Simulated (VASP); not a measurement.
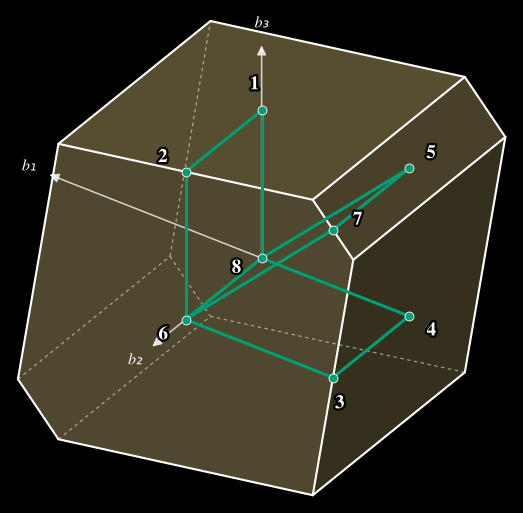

The first Brillouin zone of a primitive monoclinic lattice (mP; extended symbol mP1) is drawn with its special points numbered. Crystal: HfO₂, the end point of a relaxation with VASP Kohn-Sham DFT of a periodic cell, PW91, VASP PAW PBE potentials, recommended (VASP). Symmetry computed with spglib at a tolerance of 0.002 Å; standard conventional cell.

a = 5.134 Å, b = 5.195 Å, c = 5.315 Å, α = 90.00°, β = 99.63°, γ = 90.00°.

Labels and path follow the convention of Hinuma et al. (2017), as computed by seekpath; the arrows show the directions of the reciprocal primitive vectors b₁, b₂, b₃, in which coordinates are given.

### Which special point is each number?

| no. | label | coordinates |
| --- | --- | --- |
| 1 | B | (0, 0, 1/2) |
| 2 | D | (0, 1/2, 1/2) |
| 3 | C₂ | (−1/2, 1/2, 0) |
| 4 | Y₂ | (−1/2, 0, 0) |
| 5 | A | (−1/2, 0, 1/2) |
| 6 | Z | (0, 1/2, 0) |
| 7 | E | (−1/2, 1/2, 1/2) |
| 8 | Γ | (0, 0, 0) |
